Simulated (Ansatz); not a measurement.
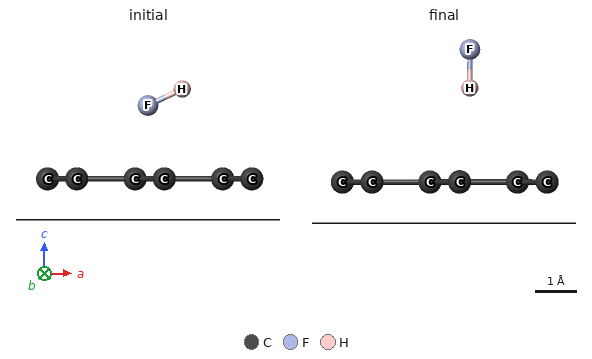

The structure of a slab of composition HC18F before (left) and after (right) a relaxation, at one scale.

The picture is a ball-and-stick view of the cell of the calculation, outlined in the plane, without the vacuum (origin shifted), seen along the b axis.

It is HF on graphene monolayer, set down by a guess. The run prepares an end point of a later path (dissociation) calculation, from a guessed geometry.

All numbers below come from DFT PBE, scalar-relativistic, plane waves, PAW in Ansatz.

The input:
```yaml
crystal:
  lattice:
    - [7.398, 0.0, 0.0]
    - [-3.699, 6.406856, 0.0]
    - [0.0, 0.0, 11.0]
  atoms:
    - { symbol: C, position: [0.0, 0.0, 0.0909091] }
    - { symbol: C, position: [0.2222222, 0.1111111, 0.0909091] }
    - { symbol: C, position: [0.0, 0.3333333, 0.0909091] }
    - { symbol: C, position: [0.2222222, 0.4444444, 0.0909091] }
    - { symbol: C, position: [0.0, 0.6666667, 0.0909091] }
    - { symbol: C, position: [0.2222222, 0.7777778, 0.0909091] }
    - { symbol: C, position: [0.3333333, 0.0, 0.0909091] }
    - { symbol: C, position: [0.5555556, 0.1111111, 0.0909091] }
    - { symbol: C, position: [0.3333333, 0.3333333, 0.0909091] }
    - { symbol: C, position: [0.5555556, 0.4444444, 0.0909091] }
    - { symbol: C, position: [0.3333333, 0.6666667, 0.0909091] }
    - { symbol: C, position: [0.5555556, 0.7777778, 0.0909091] }
    - { symbol: C, position: [0.6666667, 0.0, 0.0909091] }
    - { symbol: C, position: [0.8888889, 0.1111111, 0.0909091] }
    - { symbol: C, position: [0.6666667, 0.3333333, 0.0909091] }
    - { symbol: C, position: [0.8888889, 0.4444444, 0.0909091] }
    - { symbol: C, position: [0.6666667, 0.6666667, 0.0909091] }
    - { symbol: C, position: [0.8888889, 0.7777778, 0.0909091] }
    - { symbol: F, position: [0.6045644, 0.7048099, 0.2536364] }
    - { symbol: H, position: [0.7350017, 0.7490368, 0.29] }
basis:
  ecutwfc: 420.0
kpoints:
  mp_grid: { grid: [2, 2, 1] }
hamiltonian:
  xc: pbe
scf:
  occupations: { method: gaussian, width: 0.02 }
  lower_state_search: "off"
relax:
  f_tol: 0.03
  max_steps: 60
  adjacent_minimum: "off"
```

Command:
```bash
ansatz run input.yaml --threads 1 --pin off --max-ram 3072MiB --backend cpu --events-out ev --progress --plain --runs-dir out
```

Q: Describe what moved and what it gained.

A: The atom that moves furthest relative to the layer's centre is F19 (1.60 Å at 31° to the normal (+c side)). Largest moves by element: F 1.60 Å, H 0.42 Å, C 0.10 Å. The lattice vectors keep their values. Some distances before and after: C11–C12 1.424 → 1.411 Å, C12–C17 1.424 → 1.436 Å, C10–C15 1.424 → 1.433 Å. Over 20 accepted moves (22 points after the start) the energy falls by 2.384 eV per cell of the calculation. The largest force component goes from 6.5 to 0.017 eV/Å. The line search rejected the trial steps at points 9, 17 of the run. The forces were under the threshold at step 18, but the run went on from there. Cost: 120 s on 1 thread of Arm Neoverse V2 (shared host), peak memory 0.61 GiB.

Limits of the set-up: the periodic images lie only 7.4 Å apart, so the values are limited by the cell's size.
